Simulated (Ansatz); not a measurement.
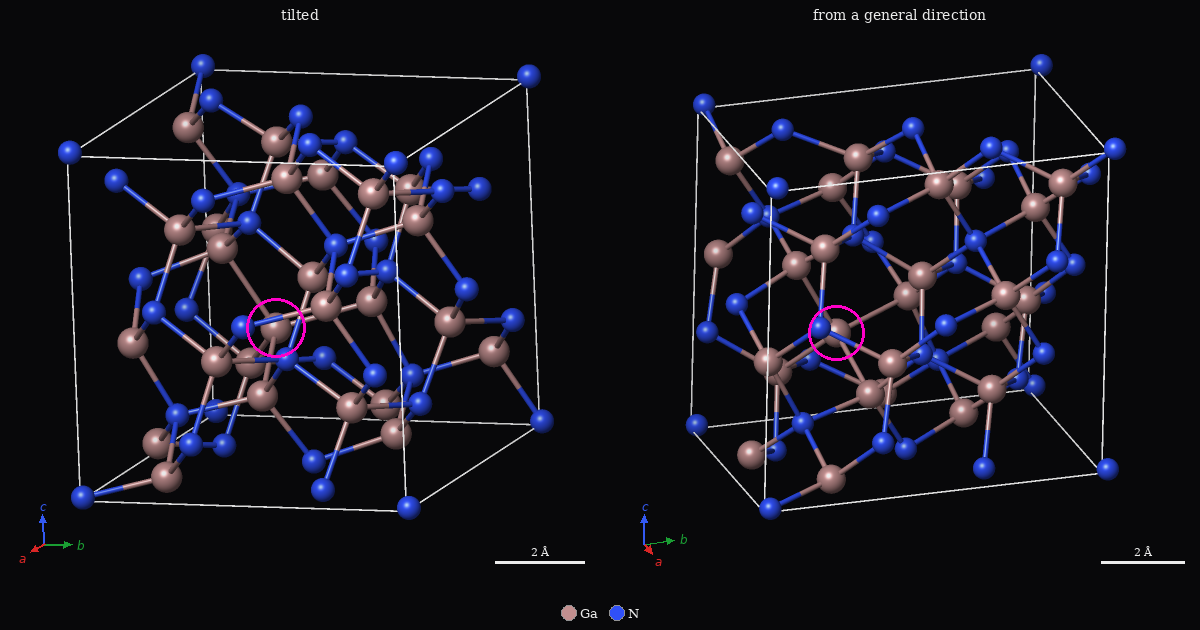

The figure gives a ball-and-stick picture of the atoms, viewed slightly off an axis and from a general direction. The parallelepiped is the supercell. The host is GaN, in a cell of 48 sites, and the cell carries a charge of -1. A ring marks the defect's site.

**What imperfection does the supercell contain?**

Gallium on a nitrogen site (an antisite). It is bonded to four Ga in a tetrahedral arrangement at about 2.2 Å.

Method used: DFT PBE, scalar-relativistic, plane waves, PAW (Ansatz 0.2.0). It ran with a plane-wave cutoff of 420 eV, a 3×3×3 sampling of the Brillouin zone, Gaussian smearing of 0.01 eV, collinear spins.

**Is there a net spin in the supercell?**

Yes, 1.0 μB in the cell.

The atoms were relaxed in the host's cell with DFT PBE, scalar-relativistic, plane waves, PAW (Ansatz).
